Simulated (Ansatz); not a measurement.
Cell and atoms:

```
CELL_PARAMETERS angstrom
3.29806 0.00000 0.00000
0.00000 3.29806 0.00000
0.00000 0.00000 4.90964
ATOMIC_POSITIONS crystal
Hf 0.00000 0.00000 0.00000
N 0.00000 0.50000 0.25000
Hf 0.50000 0.50000 0.50000
N 0.50000 0.00000 0.75000
```

### What does this file describe?

Composition: HfN. The symmetry is that of I-4m2 (No. 119), on a body-centred tetragonal lattice. The cell comprises 2 formula units: 2 Hf, 2 N. Around each Hf lie four N in a tetrahedral arrangement at 2.06 Å. The neighbours of N are four Hf in a tetrahedral arrangement at 2.06 Å. Not all metal-metal contacts are counted. The bonds build a three-dimensional framework.

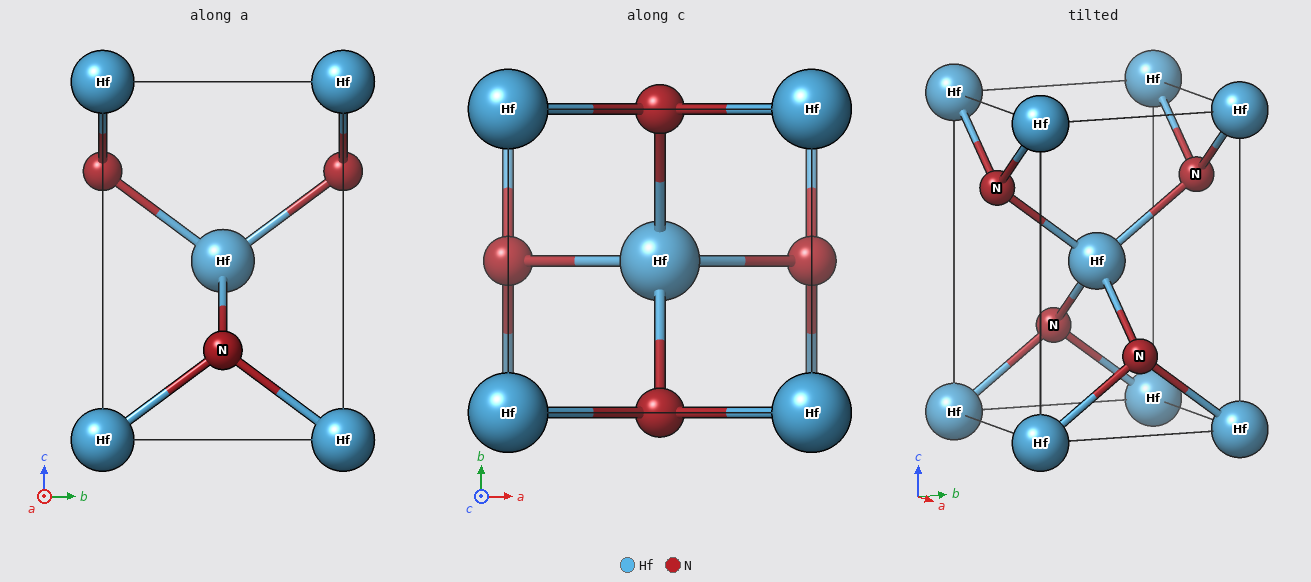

Structure drawing (ball-and-stick), viewed along the a axis, along the c axis and slightly off an axis. The frame is the conventional unit cell; atoms at its boundary are shown with their periodic copies. Colours: hafnium blue, nitrogen red.

Provenance: a structure listed in the Materials Project. The cell was then strained or its atoms displaced on purpose. A calculation with Ansatz used it as input.

At this level of theory the cell isn't at rest (compressed, at 25 GPa), so its distances can differ from those at equilibrium, the more so the softer the solid.
